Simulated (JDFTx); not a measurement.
Ni: single-point calculation at one volume of an equation of state

System: Ni (1 atom in the cell).
Method: Kohn-Sham DFT of a periodic cell, PBEsol, PseudoDojo-SR-PBEsol-0.4.1-standard, spin-polarised (JDFTx 1.7.0 (patched build)).

The structure derives from a Materials Project entry. It belongs to a series of runs on one base structure; here: volume scaled by 0.94.

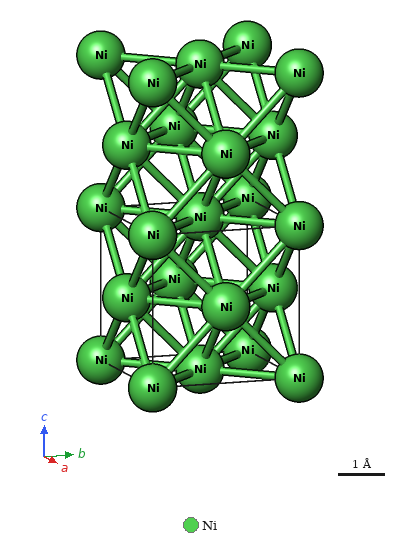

The structure (ball-and-stick view of the cell 4 times as large as that of the calculation, set on its symmetry axes, repeated 1 × 1 × 2, seen slightly off an axis).

Input file
```
lattice Face-Centered Cubic 6.4330143964
coords-type Lattice
ion Ni     0.0000000000     0.0000000000     0.0000000000 1

ion-species pseudo/Ni.upf
elec-cutoff 49
elec-ex-corr gga-PBEsol
kpoint-folding 13 13 13
elec-smearing Fermi 0.0018374661
elec-n-bands 15
spintype z-spin
initial-magnetic-moments Ni 1
elec-initial-magnetization 1 no
electronic-SCF nIterations 100 energyDiffThreshold 1e-09
electronic-minimize nIterations 30 energyDiffThreshold 1e-7
forces-output-coords Cartesian

dump-name run.$VAR
dump End Ecomponents EigStats BandEigs Kpoints Forces Stress
```

Run on 1 thread of Arm Neoverse V1, 24 GiB of memory available, shared host.

Command:
```bash
jdftx -c 1 -i Ni.in -o Ni.out
```

The program's output
```
*************** JDFTx 1.7.0 (patched build) ***************

Input parsed successfully to the following command list (including defaults):
[... the input with its defaults ...]

---------- Setting up symmetries ----------

Found 48 point-group symmetries of the bravais lattice
Found 48 space-group symmetries with basis
Applied RMS atom displacement 0 bohrs to make symmetries exact.

---------- Initializing the Grid ----------
R =
[            0      3.21651      3.21651  ]
[      3.21651            0      3.21651  ]
[      3.21651      3.21651            0  ]
unit cell volume = 66.5554
G =
[  -0.976709   0.976709   0.976709  ]
[   0.976709  -0.976709   0.976709  ]
[   0.976709   0.976709  -0.976709  ]
Minimum fftbox size, Smin = [  32  32  32  ]
Chosen fftbox size, S = [  32  32  32  ]

---------- Exchange Correlation functional ----------
Initalized PBEsol GGA exchange.
Initalized PBEsol GGA correlation.

---------- Setting up pseudopotentials ----------
Width of ionic core gaussian charges (only for fluid interactions / plotting) set to 0

Reading pseudopotential file 'pseudo/Ni.upf':
  'Ni' pseudopotential, 'PBESOL' functional
  Generated using ONCVPSP code by D. R. Hamann
  18 valence electrons, 4 orbitals, 6 projectors, 1001 radial grid points, with lMax = 2
    3S    l: 0   occupation:  2.0   eigenvalue: -4.070998
    3P    l: 1   occupation:  6.0   eigenvalue: -2.618562
    3D    l: 2   occupation:  8.0   eigenvalue: -0.327098
    4S    l: 0   occupation:  2.0   eigenvalue: -0.208097
  Core radius for overlap checks: 1.60 bohrs.

Initialized 1 species with 1 total atoms.

Folded 1 k-points by 13x13x13 to 2197 k-points.

---------- Setting up k-points, bands, fillings ----------
Reduced to 84 k-points under symmetry.
Computing the number of bands and number of electrons
Calculating initial fillings.
nElectrons:  18.000000   nBands: 15   nStates: 168

----- Setting up reduced wavefunction bases (one per k-point) -----
average nbasis = 1090.243 , ideal nbasis = 1090.364

---------- Setting up ewald sum ----------
Optimum gaussian width for ewald sums = 1.639784 bohr.
Real space sum over 2197 unit cells with max indices [  6  6  6  ]
Reciprocal space sum over 2197 terms with max indices [  6  6  6  ]

---------- Allocating electronic variables ----------
Initializing wave functions:  linear combination of atomic orbitals
Note: number of bands (15) exceeds available atomic orbitals (10)
Ni (M=1) pseudo-atom majority spin occupations:   s ( 1 0.5 )  p ( 3 )  d ( 5 )
Ni (M=1) pseudo-atom minority spin occupations:   s ( 1 0 )  p ( 3 )  d ( 4.5 )
	FillingsUpdate:  mu: +1.512807618  nElectrons: 18.000000  magneticMoment: [ Abs: 0.01643  Tot: +0.00000 ]
LCAOMinimize: Iter:   0  F: -162.5521149592721883  |grad|_K:  7.296e-03  alpha:  1.000e+00
	FillingsUpdate:  mu: +1.351393874  nElectrons: 18.000000  magneticMoment: [ Abs: 0.08322  Tot: +0.05411 ]
LCAOMinimize: Iter:   1  F: -163.1913546214317421  |grad|_K:  9.212e-03  alpha:  2.290e-01  linmin: -1.328e-01  cgtest:  5.192e-01
	FillingsUpdate:  mu: +0.672688229  nElectrons: 18.000000  magneticMoment: [ Abs: 0.63140  Tot: +0.60958 ]
[... 17 lines of inner loops ...]
LCAOMinimize: Iter:   8  F: -164.0725845212174079  |grad|_K:  4.225e-07  alpha:  6.527e-01  linmin:  4.243e-05  cgtest: -1.422e-04
	FillingsUpdate:  mu: +0.772372697  nElectrons: 18.000000  magneticMoment: [ Abs: 0.69388  Tot: +0.62834 ]
LCAOMinimize: Iter:   9  F: -164.0725845229620177  |grad|_K:  2.655e-08  alpha:  5.172e-01  linmin:  8.177e-04  cgtest: -1.510e-02
LCAOMinimize: Converged (|Delta F|<1.000000e-06 for 2 iters).

-------- Electronic minimization -----------
Will mix electronic density at each iteration.
	FillingsUpdate:  mu: +0.772372697  nElectrons: 18.000000  magneticMoment: [ Abs: 0.69388  Tot: +0.62834 ]
	FillingsUpdate:  mu: +0.771891567  nElectrons: 18.000000  magneticMoment: [ Abs: 0.69388  Tot: +0.62834 ]
SCF: Cycle:  0   F: -164.079783402677805   dF: -7.199e-03   |Residual|: 4.562e-02   |deigs|: 3.380e-01
	FillingsUpdate:  mu: +0.760320388  nElectrons: 18.000000  magneticMoment: [ Abs: 0.70275  Tot: +0.63096 ]
SCF: Cycle:  1   F: -164.080670578470404   dF: -8.872e-04   |Residual|: 1.623e-02   |deigs|: 1.124e-02
	FillingsUpdate:  mu: +0.764800493  nElectrons: 18.000000  magneticMoment: [ Abs: 0.69712  Tot: +0.62297 ]
SCF: Cycle:  2   F: -164.080921396186511   dF: -2.508e-04   |Residual|: 7.186e-03   |deigs|: 3.934e-03
	FillingsUpdate:  mu: +0.764761474  nElectrons: 18.000000  magneticMoment: [ Abs: 0.70078  Tot: +0.62725 ]
SCF: Cycle:  3   F: -164.080926181793245   dF: -4.786e-06   |Residual|: 9.824e-04   |deigs|: 3.622e-04
	FillingsUpdate:  mu: +0.764713505  nElectrons: 18.000000  magneticMoment: [ Abs: 0.70030  Tot: +0.62568 ]
SCF: Cycle:  4   F: -164.080926300587635   dF: -1.188e-07   |Residual|: 4.776e-04   |deigs|: 3.363e-05
	FillingsUpdate:  mu: +0.764727454  nElectrons: 18.000000  magneticMoment: [ Abs: 0.70022  Tot: +0.62584 ]
SCF: Cycle:  5   F: -164.080926315303685   dF: -1.472e-08   |Residual|: 1.245e-04   |deigs|: 2.216e-05
	FillingsUpdate:  mu: +0.764729554  nElectrons: 18.000000  magneticMoment: [ Abs: 0.70035  Tot: +0.62598 ]
SCF: Cycle:  6   F: -164.080926318216058   dF: -2.912e-09   |Residual|: 3.415e-05   |deigs|: 1.147e-05
	FillingsUpdate:  mu: +0.764730658  nElectrons: 18.000000  magneticMoment: [ Abs: 0.70040  Tot: +0.62600 ]
SCF: Cycle:  7   F: -164.080926318892978   dF: -6.769e-10   |Residual|: 1.557e-05   |deigs|: 1.043e-05
	FillingsUpdate:  mu: +0.764732115  nElectrons: 18.000000  magneticMoment: [ Abs: 0.70040  Tot: +0.62601 ]
SCF: Cycle:  8   F: -164.080926319075473   dF: -1.825e-10   |Residual|: 4.227e-06   |deigs|: 1.141e-05
SCF: Converged (|Delta E|<1.000000e-09 for 2 iters).

Setting wave functions to eigenvectors of Hamiltonian

# Stress tensor in Cartesian coordinates [Eh/a0^3]:
[ -0.000458807            0            0  ]
[            0 -0.000458807            0  ]
[            0            0 -0.000458807  ]

# Ionic positions in lattice coordinates:
ion Ni   0.000000000000000   0.000000000000000   0.000000000000000 1

# Forces in Cartesian coordinates:
force Ni   0.000000000000000   0.000000000000000  -0.000000000000000 1

# Energy components:
   Eewald =     -115.4587274702960400
       EH =       44.2303731386286856
     Eloc =     -127.5379156487644252
      Enl =      -26.5101288662390751
      Exc =      -21.2550915746706757
 Exc_core =        3.5694259697596946
       KE =       78.8815766407414998
-------------------------------------
     Etot =     -164.0804878108403386
       TS =        0.0004385082351300
-------------------------------------
        F =     -164.0809263190754734

IonicMinimize: Iter:   0  F: -164.080926319075473  |grad|_K:  0.000e+00
IonicMinimize: Converged (|grad|_K<1.000000e-04).

#--- Lowdin population analysis ---
# oxidation-state Ni +0.220
# magnetic-moments Ni +0.653

Dumping 'run.eigStats' ...
	eMin: -3.039891 at state 0 ( [ +0.000000 +0.000000 +0.000000 ] spin 1 )
	HOMO: +0.763541 at state 147 ( [ +0.076923 +0.307692 +0.461538 ] spin -1 )
	mu  : +0.764732
	LUMO: +0.764844 at state 125 ( [ +0.000000 +0.307692 -0.384615 ] spin -1 )
	eMax: +2.127183 at state 125 ( [ +0.000000 +0.307692 -0.384615 ] spin -1 )
	HOMO-LUMO gap: +0.001303
	Optical gap  : +0.004858 at state 132 ( [ +0.000000 +0.461538 -0.461538 ] spin -1 )
Done!
```

Summary

```json
{"quantity": "outcome", "value": "converged"}
{"quantity": "space group (tolerance 0.01 Å)", "value": "Fm-3m (225)"}
{"quantity": "electrons treated", "value": "18"}
{"quantity": "free energy", "value": "−4464.8695 eV"}
{"quantity": "Fermi energy", "value": "20.809 eV"}
{"quantity": "gap on the k-point mesh", "value": "none (metallic)"}
{"quantity": "net moment of the cell", "value": "0.63 μB"}
{"quantity": "integrated absolute moment", "value": "0.70 μB"}
{"quantity": "pressure", "value": "13.50 GPa"}
{"quantity": "largest force (length of the vector)", "value": "under 0.001 eV/Å"}
{"quantity": "wall time", "value": "82 s"}
{"quantity": "peak memory", "value": "0.13 GiB"}
```

The cell is under a pressure of 13.5 GPa at this level, so it is not at its equilibrium volume.
